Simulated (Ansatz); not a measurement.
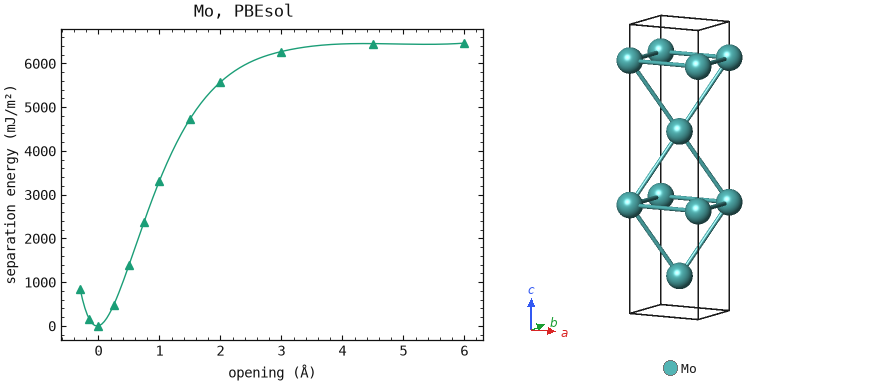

The plot gives the computed separation energy against opening for Mo, space group Im-3m (No. 229). The cell is drawn beside the plot.

The given structure:
```
CELL_PARAMETERS angstrom
-1.57100 1.57100 -1.57100
-1.57100 -1.57100 1.57100
0.00000 6.28400 6.28400
ATOMIC_POSITIONS crystal
Mo 0.00000 0.00000 0.87500
Mo 0.50000 0.50000 0.12500
Mo 0.00000 0.00000 0.37500
Mo 0.50000 0.50000 0.62500
```

How it was computed, with Ansatz 0.2.0: rigid opening of a crystal across a plane by lengthening cell vector c along the normal, one cut a cell, unrelaxed, by plane-wave density functional theory with PAW datasets, free energies less that of the undisturbed cell; scalar-relativistic. Level: PBEsol, no spin polarisation.

- wave cutoff: 420 eV
- k mesh: 18×18×6
- occupations: Gaussian
- smearing width: 0.15 eV
- k shift: (0, 0, 0) (mesh steps)
- start: as given
- height of the cut: 0 (fraction of cell vector c)

From this curve and the settings, what does the calculation give for the traction at the same points?

The traction goes from −68 GPa at opening −0.30 Å to 0 GPa at 6.00 Å, not monotonically, with a high of 40 GPa at 0.50 Å.

| opening (Å) | traction (GPa) |
| --- | --- |
| −0.30 | −68 |
| −0.15 | −26 |
| 0.00 | 3 |
| 0.25 | 31 |
| 0.50 | 40 |
| 0.75 | 39 |
| 1.00 | 34 |
| 1.50 | 22 |
| 2.00 | 12 |
| 3.00 | 3 |
| 4.50 | 0 |
| 6.00 | 0 |

Note: reference crystal is not relaxed.
